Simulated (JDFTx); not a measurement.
**Band-structure run of CdSe**

System: CdSe (F-43m, 2 atoms in the cell).
Method: Kohn-Sham DFT of a periodic cell, r2SCAN, SG15-PBE-1.2, no spin polarisation (JDFTx 1.7.0 (patched build)).

The structure derives from a Materials Project entry.

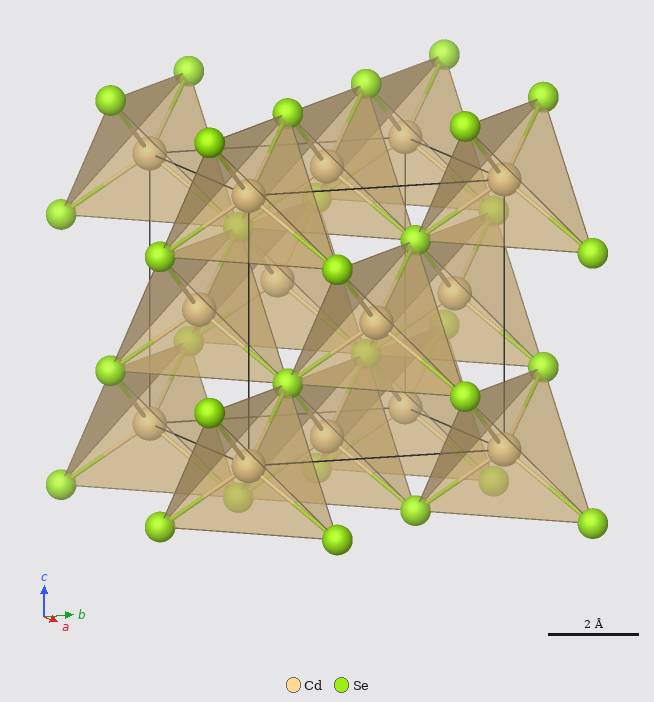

Figure 1. The input geometry (polyhedral view of the cell 4 times as large as that of the calculation, set on its symmetry axes, seen slightly off an axis; polyhedra are completed across the faces of the cell).

## The input
```
lattice \
    0.0000000000     5.8019716937     5.8019716937 \
    5.8019716937     0.0000000000     5.8019716937 \
    5.8019716937     5.8019716937     0.0000000000
coords-type Lattice
ion Cd     0.0000000000     0.0000000000     0.0000000000 1
ion Se     0.2500000000     0.2500000000     0.2500000000 1

ion-species pseudo/Cd.upf
ion-species pseudo/Se.upf
elec-cutoff 40 320
elec-ex-corr mgga-x-r2scan mgga-c-r2scan
elec-smearing Fermi 0.0018374661
elec-n-bands 19
electronic-minimize nIterations 30 energyDiffThreshold 1e-06
davidson-band-ratio 1.3
forces-output-coords Cartesian
include path.kpoints
symmetries none
fix-electron-density run.$VAR

dump-name bands.$VAR
dump End Ecomponents EigStats BandEigs Kpoints Forces
```

## File path.kpoints
```
kpoint +0.0000000000 +0.0000000000 +0.0000000000 0.020000000000
kpoint +0.0714285714 +0.0000000000 +0.0714285714 0.020000000000
kpoint +0.1428571429 +0.0000000000 +0.1428571429 0.020000000000
kpoint +0.2142857143 +0.0000000000 +0.2142857143 0.020000000000
kpoint +0.2857142857 +0.0000000000 +0.2857142857 0.020000000000
kpoint +0.3571428571 +0.0000000000 +0.3571428571 0.020000000000
kpoint +0.4285714286 +0.0000000000 +0.4285714286 0.020000000000
kpoint +0.5000000000 +0.0000000000 +0.5000000000 0.020000000000
kpoint +0.5000000000 +0.0833333333 +0.5833333333 0.020000000000
kpoint +0.5000000000 +0.1666666667 +0.6666666667 0.020000000000
kpoint +0.5000000000 +0.2500000000 +0.7500000000 0.020000000000
kpoint +0.4375000000 +0.3125000000 +0.7500000000 0.020000000000
kpoint +0.3750000000 +0.3750000000 +0.7500000000 0.020000000000
kpoint +0.3281250000 +0.3281250000 +0.6562500000 0.020000000000
kpoint +0.2812500000 +0.2812500000 +0.5625000000 0.020000000000
kpoint +0.2343750000 +0.2343750000 +0.4687500000 0.020000000000
kpoint +0.1875000000 +0.1875000000 +0.3750000000 0.020000000000
kpoint +0.1406250000 +0.1406250000 +0.2812500000 0.020000000000
kpoint +0.0937500000 +0.0937500000 +0.1875000000 0.020000000000
kpoint +0.0468750000 +0.0468750000 +0.0937500000 0.020000000000
kpoint +0.0000000000 +0.0000000000 +0.0000000000 0.020000000000
kpoint +0.0833333333 +0.0833333333 +0.0833333333 0.020000000000
kpoint +0.1666666667 +0.1666666667 +0.1666666667 0.020000000000
kpoint +0.2500000000 +0.2500000000 +0.2500000000 0.020000000000
kpoint +0.3333333333 +0.3333333333 +0.3333333333 0.020000000000
kpoint +0.4166666667 +0.4166666667 +0.4166666667 0.020000000000
kpoint +0.5000000000 +0.5000000000 +0.5000000000 0.020000000000
kpoint +0.5250000000 +0.4500000000 +0.5250000000 0.020000000000
kpoint +0.5500000000 +0.4000000000 +0.5500000000 0.020000000000
kpoint +0.5750000000 +0.3500000000 +0.5750000000 0.020000000000
kpoint +0.6000000000 +0.3000000000 +0.6000000000 0.020000000000
kpoint +0.6250000000 +0.2500000000 +0.6250000000 0.020000000000
kpoint +0.5625000000 +0.2500000000 +0.6875000000 0.020000000000
kpoint +0.5000000000 +0.2500000000 +0.7500000000 0.020000000000
kpoint +0.5000000000 +0.2916666667 +0.7083333333 0.020000000000
kpoint +0.5000000000 +0.3333333333 +0.6666666667 0.020000000000
kpoint +0.5000000000 +0.3750000000 +0.6250000000 0.020000000000
kpoint +0.5000000000 +0.4166666667 +0.5833333333 0.020000000000
kpoint +0.5000000000 +0.4583333333 +0.5416666667 0.020000000000
kpoint +0.5000000000 +0.5000000000 +0.5000000000 0.020000000000
kpoint +0.4791666667 +0.4791666667 +0.5416666667 0.020000000000
kpoint +0.4583333333 +0.4583333333 +0.5833333333 0.020000000000
kpoint +0.4375000000 +0.4375000000 +0.6250000000 0.020000000000
kpoint +0.4166666667 +0.4166666667 +0.6666666667 0.020000000000
kpoint +0.3958333333 +0.3958333333 +0.7083333333 0.020000000000
kpoint +0.3750000000 +0.3750000000 +0.7500000000 0.020000000000
kpoint +0.6250000000 +0.2500000000 +0.6250000000 0.020000000000
kpoint +0.5833333333 +0.1666666667 +0.5833333333 0.020000000000
kpoint +0.5416666667 +0.0833333333 +0.5416666667 0.020000000000
kpoint +0.5000000000 +0.0000000000 +0.5000000000 0.020000000000
```

Machine: 1 thread of Arm Neoverse V2, 24 GiB of memory available, shared host.

Run as:
```bash
jdftx -c 1 -i bands.in -o bands.out
```

## Output
```
*************** JDFTx 1.7.0 (patched build) ***************

Input parsed successfully to the following command list (including defaults):
[... the input with its defaults ...]

---------- Initializing the Grid ----------
R =
[            0      5.80197      5.80197  ]
[      5.80197            0      5.80197  ]
[      5.80197      5.80197            0  ]
unit cell volume = 390.622
G =
[   -0.54147    0.54147    0.54147  ]
[    0.54147   -0.54147    0.54147  ]
[    0.54147    0.54147   -0.54147  ]
Minimum fftbox size, Smin = [  68  68  68  ]
Chosen fftbox size, S = [  70  70  70  ]

---------- Initializing tighter grid for wavefunction operations ----------
R =
[            0      5.80197      5.80197  ]
[      5.80197            0      5.80197  ]
[      5.80197      5.80197            0  ]
unit cell volume = 390.622
G =
[   -0.54147    0.54147    0.54147  ]
[    0.54147   -0.54147    0.54147  ]
[    0.54147    0.54147   -0.54147  ]
Minimum fftbox size, Smin = [  48  48  48  ]
Chosen fftbox size, S = [  48  48  48  ]

---------- Exchange Correlation functional ----------
Initialized LibXC exchange functional 'Re-regularized SCAN exchange by Furness et al'
Initialized LibXC correlation functional 'Re-regularized SCAN correlation by Furness et al'

---------- Setting up pseudopotentials ----------
Width of ionic core gaussian charges (only for fluid interactions / plotting) set to 0

Reading pseudopotential file 'pseudo/Cd.upf':
  'Cd' pseudopotential, 'PBE' functional
  Generated using ONCVPSP code by D. R. Hamann
  20 valence electrons, 0 orbitals, 6 projectors, 602 radial grid points, with lMax = 2
  Core radius for overlap checks: 2.66 bohrs.

Reading pseudopotential file 'pseudo/Se.upf':
  'Se' pseudopotential, 'PBE' functional
  Generated using ONCVPSP code by D. R. Hamann
  6 valence electrons, 0 orbitals, 6 projectors, 602 radial grid points, with lMax = 2
  Core radius for overlap checks: 2.56 bohrs.

Initialized 2 species with 2 total atoms.

Folded 50 k-points by 1x1x1 to 50 k-points.

---------- Setting up k-points, bands, fillings ----------
No reducable k-points.
Computing the number of bands and number of electrons
Calculating initial fillings.
nElectrons:  26.000000   nBands: 19   nStates: 50

----- Setting up reduced wavefunction bases (one per k-point) -----
average nbasis = 4721.200 , ideal nbasis = 4719.987

---------- Setting up ewald sum ----------
Optimum gaussian width for ewald sums = 2.635155 bohr.
Real space sum over 1331 unit cells with max indices [  5  5  5  ]
Reciprocal space sum over 2197 terms with max indices [  6  6  6  ]

---------- Allocating electronic variables ----------
Reading n from file 'run.n' ... done
Reading tau from file 'run.tau' ... done
Initializing wave functions:  (No orbitals for LCAO)  bandwidth-limited random numbers

----------- Band structure minimization -------------
Minimization will be done independently for each quantum number.

---- Minimization of quantum number:     0  [ +0.0000000 +0.0000000 +0.0000000 ]  0.040000000 ----
BandDavidson: Iter:   0  Eband: +0.375375595752826
BandDavidson: Iter:   1  Eband: -0.016123241113683  dEband: -3.914988e-01
BandDavidson: Iter:   2  Eband: -0.205783778826931  dEband: -1.896605e-01
BandDavidson: Iter:   3  Eband: -0.257574647689538  dEband: -5.179087e-02
[... 725 lines of inner loops ...]
BandDavidson: Iter:  10  Eband: -0.266579624003852  dEband: -1.063424e-06
BandDavidson: Iter:  11  Eband: -0.266579930599339  dEband: -3.065955e-07
BandDavidson: Converged (dEband<1.000000e-06)
	FillingsUpdate:  mu: +0.259019653  nElectrons: 26.000000

Dumping 'bands.eigStats' ...
	eMin: -3.605594 at state 7 ( [ +0.500000 +0.000000 +0.500000 ] spin 0 )
	HOMO: +0.243156 at state 20 ( [ +0.000000 +0.000000 +0.000000 ] spin 0 )
	mu  : +0.259020
	LUMO: +0.272376 at state 20 ( [ +0.000000 +0.000000 +0.000000 ] spin 0 )
	eMax: +0.731443 at state 9 ( [ +0.500000 +0.166667 -0.333333 ] spin 0 )
	HOMO-LUMO gap: +0.029220
	Optical gap  : +0.029220 at state 20 ( [ +0.000000 +0.000000 +0.000000 ] spin 0 )
Done!
```

## Results in brief

```json
{"quantity": "outcome", "value": "converged"}
{"quantity": "space group (tolerance 0.01 Å)", "value": "F-43m (216)"}
{"quantity": "electrons treated", "value": "26"}
{"quantity": "gap on the band path", "value": "0.80 eV"}
{"quantity": "wall time", "value": "3.2 min"}
{"quantity": "peak memory", "value": "0.16 GiB"}
```

## Notes

Points of doubt noted for this run: coarse mesh; metagga forces on grid. The k-point mesh is coarse for a cell of this size, so the results may not be converged.
